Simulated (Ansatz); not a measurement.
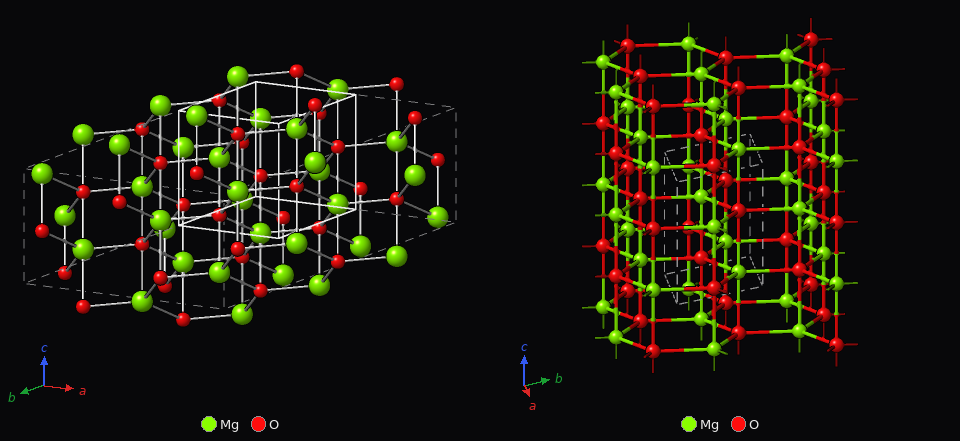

Left: the structure. Right: its underlying net. Nodes are coloured by element. Short stubs are edges that leave the cut-out.

System MgO (space group P6_3/mmc, No. 194); source of the atomic positions: the input geometry of an electronic-structure calculation (not necessarily at equilibrium).

Bonds are taken as Mg–O below 2.4 Å. Atoms with one bond or none are removed and atoms with two bonds are replaced by edges, until no such atom is left.

The result is a uninodal 5-connected, three-periodic net: Mg and O are 5-connected nodes. It is the bnn net, known from eclipsed honeycomb layers linked along c. It is a single net, without interpenetration.

| node | links | point symbol | coordination sequence |
| --- | --- | --- | --- |
| Mg and O | 5 | 4^6.6^4 | 5 14 29 50 |
